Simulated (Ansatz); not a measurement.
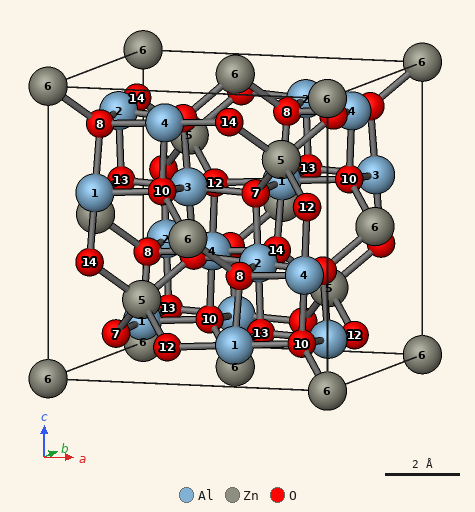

Crystalline Al2ZnO4 (set up in Fd-3m) (coarse preliminary run), before the relaxation. A ball-and-stick model of the conventional cell (4 times the calculation's cell), seen slightly off an axis. Lengths and directions refer to the drawn axes.

Level of theory: DFT PBE, scalar-relativistic, plane waves, PAW (Ansatz).

The input:
```yaml
crystal:
  lattice:
    - [0.0, 4.0376358, 4.0376358]
    - [4.0376358, 0.0, 4.0376358]
    - [4.0376358, 4.0376358, 0.0]
  atoms:
    - { symbol: Al, position: [0.625, 0.625, 0.625] }
    - { symbol: Al, position: [0.125, 0.625, 0.625] }
    - { symbol: Al, position: [0.625, 0.625, 0.125] }
    - { symbol: Al, position: [0.625, 0.125, 0.625] }
    - { symbol: Zn, position: [0.25, 0.25, 0.25] }
    - { symbol: Zn, position: [0.0, 0.0, 0.0] }
    - { symbol: O, position: [0.38928941, 0.8321318, 0.38928941] }
    - { symbol: O, position: [0.86071062, 0.86071062, 0.4178682] }
    - { symbol: O, position: [0.86071062, 0.86071062, 0.86071062] }
    - { symbol: O, position: [0.4178682, 0.86071062, 0.86071062] }
    - { symbol: O, position: [0.38928941, 0.38928941, 0.38928941] }
    - { symbol: O, position: [0.8321318, 0.38928941, 0.38928941] }
    - { symbol: O, position: [0.86071062, 0.4178682, 0.86071062] }
    - { symbol: O, position: [0.38928941, 0.38928941, 0.8321318] }
basis:
  ecutwfc: 420
kpoints:
  mp_grid: { grid: [4, 4, 4] }
hamiltonian:
  xc: pbe
scf:
  occupations: { method: gaussian, width: 0.1 }
  lower_state_search: "off"
output:
  forces: true
  stress: true
  eigenvalues: true
relax:
  adjacent_minimum: "off"
  f_tol: 0.04
  max_steps: 70
  cell: { stress_tol: 0.4 }
```

Launched with:
```bash
ansatz run input.yaml --threads 1 --pin off --max-ram 2048MiB --backend cpu --events-out ev --progress --plain --runs-dir out
```

Where does the relaxation end?

Answer. The atoms keep their places relative to the cell (all moves are under 0.005 Å). Cell: a = b = c 8.075 → 8.171 Å (+1.2 %). Volume +3.6 %. Near-neighbour distances that change, for instance: Zn5–O11 1.948 → 1.972 Å, Al1–O10 1.910 → 1.933 Å. The space group stays Fd-3m (No. 227). After 3 accepted moves (5 points after the start) the energy has fallen by 7.8 meV per atom. The largest force component goes from 0.091 to 0.00011 eV/Å. Pressure: 7.44 GPa at the start and 0.04 GPa at the end. At 2 points the geometry stayed and the basis and grid were re-selected for the new cell (energy shift of 2.0 meV per atom at most each time).

After the run, drawn alike:

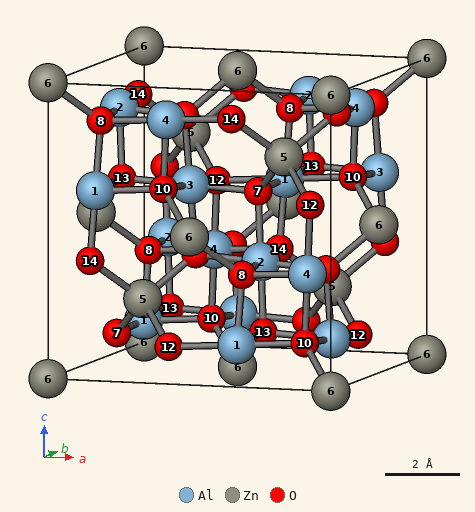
